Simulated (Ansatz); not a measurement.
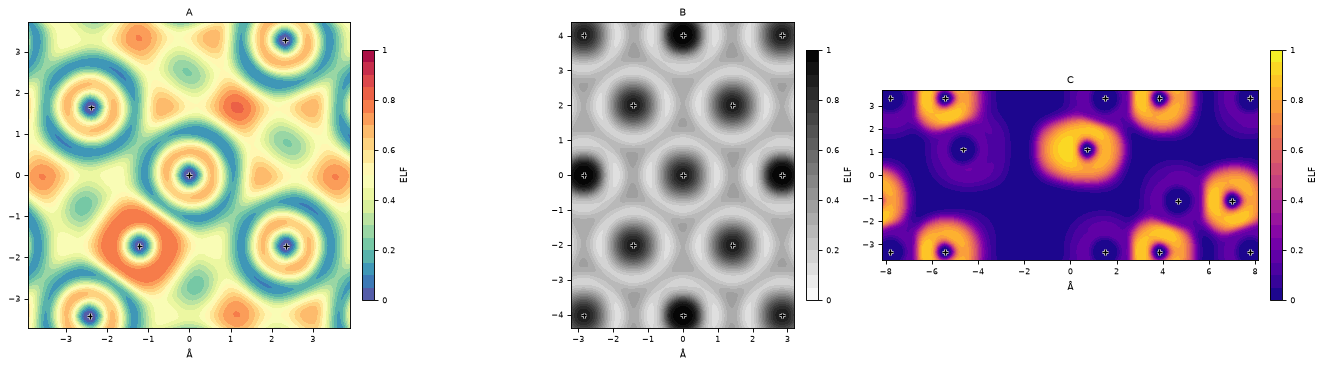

The electron localisation function of 3 systems, each on a plane through atoms (crosses mark nuclei in the plane).

Level of theory: DFT PBE, scalar-relativistic, plane waves, PAW (Ansatz).

System 1: ZnS, the (110) plane of the conventional cell. Space group P3m1; not relaxed (largest force 1.2 eV/Å).

System 2: Fe$_{5}$Co$_{3}$, the (110) plane of the conventional cell. Space group Im-3m; a structure from a database of computed crystals, not necessarily the ambient phase; spin-polarised.

System 3: Ti$_{16}$C (cell with a defect), the (010) plane of the calculation cell. Computed without spin polarisation.

```xyz
17
Lattice="-4.1120 -4.1120 -4.1120 -4.1120 4.1120 4.1120 4.1120 4.1120 -4.1120" Properties=species:S:1:pos:R:3 pbc="T T T"
Ti   -2.0588   -2.0541   -4.1536
Ti   -0.0041    0.0027   -4.1090
Ti    2.0532    2.0580   -4.0642
Ti   -2.0598    2.0583   -4.1092
Ti   -0.0489    2.0580   -6.1660
Ti   -2.0589    0.0477   -2.0539
Ti   -0.0037    2.0583   -2.0531
Ti    2.0527    4.1144   -2.0533
Ti    4.1082    4.1148   -4.1091
Ti   -4.1157    2.0587   -2.0536
Ti   -2.0588    4.0703   -2.0540
Ti   -0.0042    4.1149   -4.1090
Ti   -2.0593    2.0586    0.0025
Ti   -0.0040    4.1149    0.0028
Ti    0.0406    6.1699   -2.0541
Ti   -2.0598    4.1146    2.0584
C     2.0514    2.0593   -6.1646
```

> Which map belongs to which system?

Panel A is system 3, Ti$_{16}$C: the plane holds Ti and C. Ti–C (2.10 Å): the ELF peaks at about 0.75 in the valence shell of C, 0.7 Å from its nucleus, and is about 0.25 at the midpoint. Panel B is system 2, Fe$_{5}$Co$_{3}$: the plane holds Fe and Co. Fe–Fe (2.47 Å): the ELF is about 0.25 at the midpoint (no shared electron pair shows on this line). Panel C is system 1, ZnS: the plane holds Zn and S. Zn–S (2.36 Å): the ELF peaks at about 0.90 in the valence shell of S, 0.8 Å from its nucleus, and is about 0.55 at the midpoint.
